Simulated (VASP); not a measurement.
# SnTe: core levels calculation (part 2 of 3)

SnTe (Fm-3m, 16 atoms in the cell); Kohn-Sham DFT of a periodic cell, LDA, VASP PAW LDA potentials, recommended, no spin polarisation (VASP 6.6.1); cutoff 520 eV, 4×4×4 k-mesh, methfessel-paxton of 0.1 eV. The structure derives from an entry of the Crystallography Open Database.

Geometry of the input (Å; fractional positions):
```
0.0000  6.3017  6.3017
6.3017  0.0000  6.3017
6.3017  6.3017  0.0000
Sn 0.0000  0.0000  0.0000
Sn -0.0000  0.0000  0.5000
Sn -0.0000  0.5000  0.0000
Sn -0.0000  0.5000  0.5000
Sn 0.5000  -0.0000  0.0000
Sn 0.5000  0.0000  0.5000
Sn 0.5000  0.5000  0.0000
Sn 0.5000  0.5000  0.5000
Te 0.2500  0.2500  0.2500
Te 0.2500  0.2500  0.7500
Te 0.2500  0.7500  0.2500
Te 0.2500  0.7500  0.7500
Te 0.7500  0.2500  0.2500
Te 0.7500  0.2500  0.7500
Te 0.7500  0.7500  0.2500
Te 0.7500  0.7500  0.7500
```

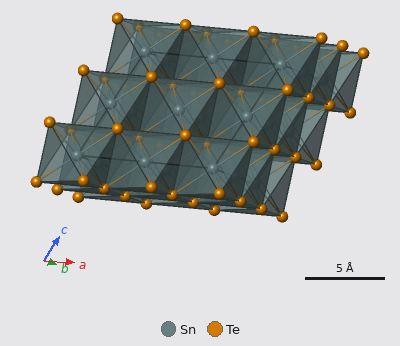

Figure 1. The structure (polyhedral view of the cell of the calculation, seen at an oblique angle; polyhedra are completed across the faces of the cell).

## Parts of OUTCAR, continued
```
 val. band max:        6.6833040783   @ k =   0.0000   0.0000   0.0000
 cond. band min:       6.8021480140   @ k =   0.0000   0.0000   0.0000
 fundamental gap:      0.1188439356
 Fermi energy:         6.7427179043

 k-point     1 :       0.0000    0.0000    0.0000
  band No.  band energies     occupation
      1     -15.0787      2.00000
      2     -15.0787      2.00000
      3     -15.0787      2.00000
      4     -15.0658      2.00000
      5     -15.0658      2.00000
      6     -15.0658      2.00000
      7     -15.0658      2.00000
      8     -15.0658      2.00000
      9     -15.0658      2.00000
     10     -15.0658      2.00000
     11     -15.0658      2.00000
     12     -15.0607      2.00000
     13     -15.0607      2.00000
     14     -15.0558      2.00000
     15     -15.0558      2.00000
     16     -15.0558      2.00000
     17     -15.0554      2.00000
     18     -15.0554      2.00000
     19     -15.0554      2.00000
     20     -15.0514      2.00000
     21     -15.0514      2.00000
     22     -15.0514      2.00000
     23     -15.0499      2.00000
     24     -15.0499      2.00000
     25     -15.0499      2.00000
     26     -15.0499      2.00000
     27     -15.0445      2.00000
     28     -15.0445      2.00000
     29     -15.0445      2.00000
     30     -15.0445      2.00000
     31     -15.0445      2.00000
     32     -15.0445      2.00000
     33     -15.0445      2.00000
     34     -15.0445      2.00000
     35     -15.0403      2.00000
     36     -15.0403      2.00000
     37     -15.0403      2.00000
     38     -15.0403      2.00000
     39     -15.0403      2.00000
     40     -15.0403      2.00000
     41      -6.0819      2.00000
     42      -4.7999      2.00000
     43      -4.7999      2.00000
     44      -4.7999      2.00000
     45      -4.7999      2.00000
     46      -4.5017      2.00000
     47      -4.5017      2.00000
     48      -4.5017      2.00000
     49      -1.6447      2.00000
     50      -1.6447      2.00000
     51      -1.6447      2.00000
     52      -1.6447      2.00000
     53       0.1811      2.00000
     54       0.1811      2.00000
     55       0.1811      2.00000
     56       1.1699      2.00000
     57       1.1699      2.00000
     58       1.1699      2.00000
     59       1.9413      2.00000
     60       3.0109      2.00000
     61       3.0109      2.00000
     62       3.0109      2.00000
     63       3.0109      2.00000
     64       3.0109      2.00000
     65       3.0109      2.00000
     66       4.6144      2.00000
     67       4.6144      2.00000
     68       4.6144      2.00000
     69       4.9673      2.00000
     70       4.9673      2.00000
     71       4.9673      2.00000
     72       4.9673      2.00000
     73       4.9673      2.00000
     74       4.9673      2.00000
     75       4.9673      2.00000
     76       4.9673      2.00000
     77       6.6833      1.83473
     78       6.6833      1.83473
     79       6.6833      1.83473
     80       6.6833      1.83473
     81       6.8021      0.16512
     82       6.8021      0.16512
     83       6.8021      0.16512
     84       6.8021      0.16512
     85       7.0712     -0.00003
     86       7.0712     -0.00003
     87       7.0712     -0.00003
     88       7.0712     -0.00003
     89       7.0712     -0.00003
     90       7.0712     -0.00003
     91       7.0712     -0.00003
     92       7.0712     -0.00003

 k-point     2 :       0.2500    0.0000    0.0000
  band No.  band energies     occupation
      1     -15.0766      2.00000
      2     -15.0766      2.00000
      3     -15.0766      2.00000
      4     -15.0675      2.00000
      5     -15.0675      2.00000
      6     -15.0675      2.00000
      7     -15.0650      2.00000
      8     -15.0650      2.00000
      9     -15.0643      2.00000
     10     -15.0643      2.00000
     11     -15.0643      2.00000
     12     -15.0613      2.00000
     13     -15.0613      2.00000
     14     -15.0572      2.00000
     15     -15.0572      2.00000
     16     -15.0572      2.00000
     17     -15.0542      2.00000
     18     -15.0542      2.00000
     19     -15.0542      2.00000
     20     -15.0512      2.00000
     21     -15.0506      2.00000
     22     -15.0506      2.00000
     23     -15.0501      2.00000
     24     -15.0495      2.00000
     25     -15.0495      2.00000
     26     -15.0495      2.00000
     27     -15.0456      2.00000
     28     -15.0456      2.00000
     29     -15.0453      2.00000
     30     -15.0453      2.00000
     31     -15.0453      2.00000
     32     -15.0440      2.00000
     33     -15.0440      2.00000
     34     -15.0440      2.00000
     35     -15.0415      2.00000
     36     -15.0415      2.00000
     37     -15.0415      2.00000
     38     -15.0411      2.00000
     39     -15.0411      2.00000
     40     -15.0411      2.00000
     41      -5.9504      2.00000
     42      -5.0824      2.00000
     43      -4.7669      2.00000
     44      -4.7669      2.00000
     45      -4.7669      2.00000
     46      -4.5574      2.00000
     47      -4.5574      2.00000
     48      -4.5574      2.00000
     49      -1.4548      2.00000
     50      -1.4548      2.00000
     51      -1.4548      2.00000
     52      -1.1338      2.00000
     53      -0.2484      2.00000
     54      -0.2484      2.00000
     55      -0.2484      2.00000
     56       1.2605      2.00000
     57       1.6122      2.00000
     58       1.6122      2.00000
     59       1.6122      2.00000
     60       3.1845      2.00000
     61       3.1845      2.00000
     62       3.1845      2.00000
     63       3.3893      2.00000
     64       3.3893      2.00000
     65       3.3893      2.00000
     66       3.9560      2.00000
     67       3.9560      2.00000
     68       3.9560      2.00000
     69       4.4365      2.00000
     70       4.4365      2.00000
     71       4.4365      2.00000
     72       4.6387      2.00000
     73       4.6387      2.00000
     74       4.8740      2.00000
     75       4.8740      2.00000
     76       5.0832      2.00000
     77       5.4173      2.00000
     78       5.4173      2.00000
     79       5.4173      2.00000
     80       6.2455      2.00000
     81       7.4148     -0.00000
     82       7.4155     -0.00000
     83       7.4155     -0.00000
     84       7.7642     -0.00000
     85       7.7642     -0.00000
     86       7.7642     -0.00000
     87       7.8630     -0.00000
     88       7.8630     -0.00000
     89       7.8630     -0.00000
     90       8.8153      0.00000
     91       8.8153      0.00000
     92       8.8153      0.00000

 k-point     3 :       0.5000    0.0000    0.0000
  band No.  band energies     occupation
      1     -15.0719      2.00000
      2     -15.0719      2.00000
      3     -15.0719      2.00000
      4     -15.0719      2.00000
      5     -15.0719      2.00000
      6     -15.0719      2.00000
      7     -15.0630      2.00000
      8     -15.0630      2.00000
      9     -15.0630      2.00000
     10     -15.0630      2.00000
     11     -15.0606      2.00000
     12     -15.0606      2.00000
     13     -15.0606      2.00000
     14     -15.0606      2.00000
     15     -15.0606      2.00000
     16     -15.0606      2.00000
     17     -15.0513      2.00000
     18     -15.0513      2.00000
     19     -15.0513      2.00000
     20     -15.0513      2.00000
     21     -15.0513      2.00000
     22     -15.0513      2.00000
     23     -15.0506      2.00000
     24     -15.0506      2.00000
     25     -15.0482      2.00000
     26     -15.0482      2.00000
     27     -15.0482      2.00000
     28     -15.0482      2.00000
     29     -15.0442      2.00000
     30     -15.0442      2.00000
     31     -15.0442      2.00000
     32     -15.0442      2.00000
     33     -15.0442      2.00000
     34     -15.0442      2.00000
     35     -15.0427      2.00000
     36     -15.0427      2.00000
     37     -15.0427      2.00000
     38     -15.0427      2.00000
     39     -15.0427      2.00000
     40     -15.0427      2.00000
     41      -5.5802      2.00000
     42      -5.5802      2.00000
     43      -4.6732      2.00000
     44      -4.6732      2.00000
     45      -4.6732      2.00000
     46      -4.6732      2.00000
     47      -4.6732      2.00000
     48      -4.6732      2.00000
     49      -0.9355      2.00000
     50      -0.9355      2.00000
     51      -0.9355      2.00000
     52      -0.9355      2.00000
     53      -0.9355      2.00000
     54      -0.9355      2.00000
     55       0.0061      2.00000
     56       0.0061      2.00000
     57       2.6140      2.00000
     58       2.6140      2.00000
     59       2.6140      2.00000
     60       2.6140      2.00000
     61       2.6140      2.00000
     62       2.6140      2.00000
     63       3.6880      2.00000
     64       3.6880      2.00000
     65       3.6880      2.00000
     66       3.6880      2.00000
     67       3.6880      2.00000
     68       3.6880      2.00000
     69       4.2568      2.00000
     70       4.2568      2.00000
     71       4.2568      2.00000
     72       4.2568      2.00000
     73       4.2568      2.00000
     74       4.2568      2.00000
     75       4.7258      2.00000
     76       4.7258      2.00000
     77       4.7258      2.00000
     78       4.7258      2.00000
     79       5.7516      2.00000
     80       5.7516      2.00000
     81       8.2754     -0.00000
     82       8.2754     -0.00000
     83       8.2754     -0.00000
     84       8.2754     -0.00000
     85       8.3197     -0.00000
     86       8.3197     -0.00000
     87       9.3388      0.00000
     88       9.3388      0.00000
     89       9.3388      0.00000
     90       9.3388      0.00000
     91       9.3395      0.00000
     92       9.3428      0.00000

 k-point     4 :       0.2500    0.2500    0.0000
  band No.  band energies     occupation
      1     -15.0762      2.00000
      2     -15.0762      2.00000
      3     -15.0757      2.00000
      4     -15.0660      2.00000
      5     -15.0660      2.00000
      6     -15.0660      2.00000
      7     -15.0660      2.00000
      8     -15.0652      2.00000
      9     -15.0652      2.00000
     10     -15.0652      2.00000
     11     -15.0652      2.00000
     12     -15.0629      2.00000
     13     -15.0600      2.00000
     14     -15.0579      2.00000
     15     -15.0579      2.00000
     16     -15.0566      2.00000
     17     -15.0548      2.00000
     18     -15.0533      2.00000
     19     -15.0533      2.00000
     20     -15.0520      2.00000
     21     -15.0499      2.00000
     22     -15.0499      2.00000
     23     -15.0493      2.00000
     24     -15.0493      2.00000
     25     -15.0493      2.00000
     26     -15.0493      2.00000
     27     -15.0452      2.00000
     28     -15.0452      2.00000
     29     -15.0452      2.00000
     30     -15.0452      2.00000
     31     -15.0451      2.00000
     32     -15.0451      2.00000
     33     -15.0451      2.00000
     34     -15.0451      2.00000
     35     -15.0426      2.00000
     36     -15.0426      2.00000
     37     -15.0420      2.00000
     38     -15.0420      2.00000
     39     -15.0403      2.00000
     40     -15.0403      2.00000
     41      -5.9070      2.00000
     42      -4.8615      2.00000
     43      -4.8615      2.00000
     44      -4.8615      2.00000
     45      -4.8615      2.00000
     46      -4.8115      2.00000
     47      -4.4581      2.00000
     48      -4.4581      2.00000
     49      -1.3083      2.00000
     50      -1.3083      2.00000
     51      -1.3083      2.00000
     52      -1.3083      2.00000
     53      -0.3285      2.00000
     54      -0.3285      2.00000
     55      -0.0294      2.00000
     56       1.2028      2.00000
     57       1.3695      2.00000
     58       1.3695      2.00000
     59       2.3962      2.00000
     60       2.6315      2.00000
     61       2.6315      2.00000
     62       3.1970      2.00000
     63       3.1970      2.00000
     64       3.6347      2.00000
     65       3.6347      2.00000
     66       3.6347      2.00000
     67       3.6347      2.00000
     68       4.1649      2.00000
     69       4.1649      2.00000
     70       4.3111      2.00000
     71       4.3111      2.00000
     72       4.8563      2.00000
     73       4.8563      2.00000
     74       4.8563      2.00000
     75       4.8563      2.00000
     76       5.7154      2.00000
     77       5.9470      2.00000
     78       5.9470      2.00000
     79       5.9470      2.00000
     80       5.9470      2.00000
     81       7.3330     -0.00000
     82       7.3330     -0.00000
     83       7.3330     -0.00000
     84       7.3330     -0.00000
     85       7.3466     -0.00000
     86       7.3466     -0.00000
     87       7.3466     -0.00000
     88       7.3466     -0.00000
     89       8.0959     -0.00000
     90       9.1175      0.00000
     91       9.3008      0.00000
     92       9.3008      0.00000

 k-point     5 :       0.5000    0.2500    0.0000
  band No.  band energies     occupation
      1     -15.0729      2.00000
      2     -15.0729      2.00000
      3     -15.0716      2.00000
      4     -15.0696      2.00000
      5     -15.0691      2.00000
      6     -15.0691      2.00000
      7     -15.0653      2.00000
      8     -15.0646      2.00000
      9     -15.0635      2.00000
     10     -15.0629      2.00000
     11     -15.0622      2.00000
     12     -15.0622      2.00000
     13     -15.0605      2.00000
     14     -15.0605      2.00000
     15     -15.0603      2.00000
     16     -15.0586      2.00000
     17     -15.0533      2.00000
     18     -15.0519      2.00000
     19     -15.0505      2.00000
     20     -15.0505      2.00000
     21     -15.0501      2.00000
     22     -15.0501      2.00000
     23     -15.0501      2.00000
     24     -15.0485      2.00000
     25     -15.0481      2.00000
     26     -15.0477      2.00000
     27     -15.0475      2.00000
     28     -15.0464      2.00000
     29     -15.0457      2.00000
     30     -15.0456      2.00000
     31     -15.0456      2.00000
     32     -15.0452      2.00000
     33     -15.0452      2.00000
     34     -15.0443      2.00000
     35     -15.0440      2.00000
     36     -15.0440      2.00000
     37     -15.0438      2.00000
     38     -15.0436      2.00000
     39     -15.0412      2.00000
     40     -15.0412      2.00000
     41      -5.6173      2.00000
     42      -5.3197      2.00000
     43      -5.0521      2.00000
     44      -4.8479      2.00000
     45      -4.8479      2.00000
     46      -4.6000      2.00000
     47      -4.4898      2.00000
     48      -4.4898      2.00000
     49      -1.1739      2.00000
     50      -0.9274      2.00000
     51      -0.9274      2.00000
     52      -0.8108      2.00000
     53      -0.8108      2.00000
     54      -0.4412      2.00000
     55      -0.2584      2.00000
     56       0.3512      2.00000
     57       1.9609      2.00000
     58       1.9609      2.00000
     59       2.3282      2.00000
     60       2.6386      2.00000
     61       2.6386      2.00000
     62       2.9696      2.00000
     63       2.9696      2.00000
     64       3.3250      2.00000
     65       3.5408      2.00000
     66       3.6125      2.00000
     67       3.7705      2.00000
     68       3.7705      2.00000
     69       3.9355      2.00000
     70       4.1291      2.00000
     71       4.1302      2.00000
     72       4.2546      2.00000
     73       4.8683      2.00000
     74       5.1272      2.00000
     75       5.1480      2.00000
     76       5.1480      2.00000
     77       5.5148      2.00000
     78       5.5148      2.00000
     79       5.9010      2.00000
     80       6.4149      2.00004
     81       7.1928     -0.00000
     82       7.4018     -0.00000
     83       7.5327     -0.00000
     84       7.6234     -0.00000
     85       7.6234     -0.00000
     86       8.2648     -0.00000
     87       8.2648     -0.00000
     88       8.4291     -0.00000
     89       8.6944     -0.00000
     90       9.2226      0.00000
     91       9.2226      0.00000
     92       9.5688      0.00000
```
